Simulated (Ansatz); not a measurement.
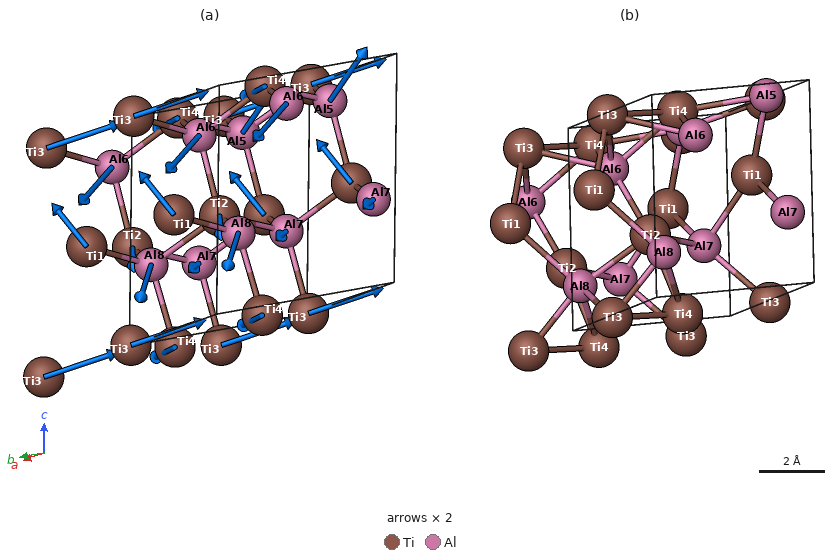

The structure of crystalline TiAl (built on the zinc blende_216 type) (coarse preliminary run) before (left) and after (right) a relaxation, at one scale. The blue arrows give the displacements (the part carried along by the change of the cell is left out), magnified 2 times.

Style: ball-and-stick. Shown: the cell of the calculation, repeated 2 × 1 × 1 with one cell outlined, from a free direction.

Theory: DFT PBE, scalar-relativistic, plane waves, PAW in Ansatz 0.2.0.

The input:
```yaml
crystal:
  lattice:
    - [3.0311065929, 3.0494462268, 0.0396335487]
    - [3.0449644939, -2.9840370303, 5.9349881826]
    - [2.9842641176, -3.0818708489, -5.9535549037]
  atoms:
    - { symbol: Ti, position: [0.505041188, 8.57875e-05, 0.5040194813] }
    - { symbol: Ti, position: [-0.0110243551, 0.504864174, 0.4980884956] }
    - { symbol: Ti, position: [-0.0118300697, -0.0029309042, 0.0011799269] }
    - { symbol: Ti, position: [0.510985023, 0.4918447348, 0.9957227239] }
    - { symbol: Al, position: [0.4986801802, 0.1300756861, 0.8801324622] }
    - { symbol: Al, position: [-0.0026104256, 0.6210204217, 0.8671975943] }
    - { symbol: Al, position: [-0.0042152205, 0.1245025277, 0.3792876391] }
    - { symbol: Al, position: [0.5149736796, 0.6305375724, 0.3743716766] }
basis:
  ecutwfc: 420
kpoints:
  mp_grid: { grid: [6, 4, 4] }
hamiltonian:
  xc: pbe
scf:
  occupations: { method: gaussian, width: 0.1 }
output:
  forces: true
  stress: true
  eigenvalues: true
relax:
  adjacent_minimum: "off"
  f_tol: 0.015
  max_steps: 120
  cell: { stress_tol: 0.15 }
```

Launched with:
```bash
ansatz run input.yaml --threads 1 --pin off --max-ram 2560MiB --backend cpu --events-out ev --progress --plain --runs-dir out
```

Summarise the run.

The run was cut off at its time limit before the relaxation converged, so the last structure is only a point on the way. The largest moves relative to the cell, 1.25 Å, are those of Ti3 and Al5. Al5 goes along [−3 0 1]. Largest moves by element: Al 1.25 Å, Ti 1.24 Å. Cell: a 4.300 → 4.055 Å (−5.7 %), b 7.308 → 6.220 Å (−14.9 %), c 7.338 → 6.376 Å (−13.1 %), α 108.5° → 100.5°, β 91.1° → 94.8°, γ 89.3° → 86.5°. Volume −28.0 %. Among the contacts that change: Ti4–Al5 4.919 → 2.498 Å, Ti3–Al8 4.880 → 2.579 Å, Ti3–Al6 5.006 → 2.895 Å, Ti3–Al8 (another image) 4.909 → 2.960 Å. New bonds form: Ti1–Ti3 (4.17 → 2.90 Å), Ti2–Ti4 (4.16 → 2.67 Å), Ti3–Al6 (5.01 → 2.89 Å), Ti3–Al8 (4.88 → 2.58 Å). Among the angles between lasting bonds that change: Ti3–Al5–Ti4 111.3° → 168.9°, Ti2–Al8–Ti4 108.3° → 58.8°, Ti3–Al6–Ti4 108.3° → 60.1°. The space group stays P1 (No. 1). After 9 geometry steps the energy has fallen by 1136 meV per atom. Largest force component: 0.76 eV/Å at the start, 1 eV/Å at the end. Pressure: 0.18 GPa at the start and −1.59 GPa at the end. Cost: 3.5 min on 1 thread of Intel(R) Xeon(R) 6975P-C (Granite Rapids), on a shared host, peak memory 0.67 GiB.
